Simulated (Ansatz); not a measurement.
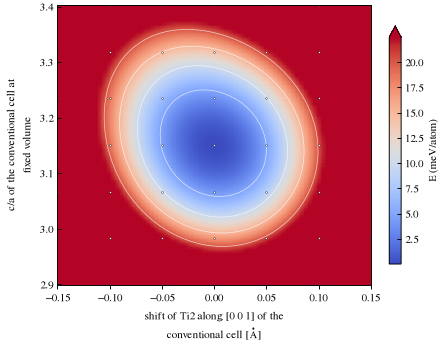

Ti₃Al (P-6m2, No. 187; 4 atoms in the cell). The energy is mapped over a free internal coordinate and the cell. Coordinates scanned: (1) shift of Ti2 along [0 0 1] of the conventional cell, Cartesian (0 0 1), its symmetry partners moved as symmetry demands (measured in the relaxed cell); (2) c/a of the conventional cell at fixed volume. Nothing is relaxed (all other coordinates fixed). The grid has 7 × 7 points. Points are written as (first, second). Energies: meV/atom, counted from the lowest grid point. Theory: Ansatz, DFT PBE, scalar-relativistic, plane waves, PAW. Settings: cutoff 520 eV, k-mesh 15×15×6 in the order of the run's cell vectors, gaussian smearing 0.15 eV, no spin polarisation.

Drawn: a smooth colour map with a few white contour lines, dots at the grid points, one colour for all values above the top of the scale. Between grid points the surface is interpolated.

Where is the minimum, and how stiff is the well along each coordinate?

Answer. The interpolated minimum is at the first coordinate ≈ 0.000 Å, the second coordinate ≈ 3.151. The curvatures there are about 16 eV/Å² and 4.5 eV, with a cross term of about 1.1 eV/Å (per cell of 4 atoms). Round the minimum the two coordinates are weakly coupled (coupling 0.14 in units of the two stiffnesses).

PAW datasets: the set soft_1.
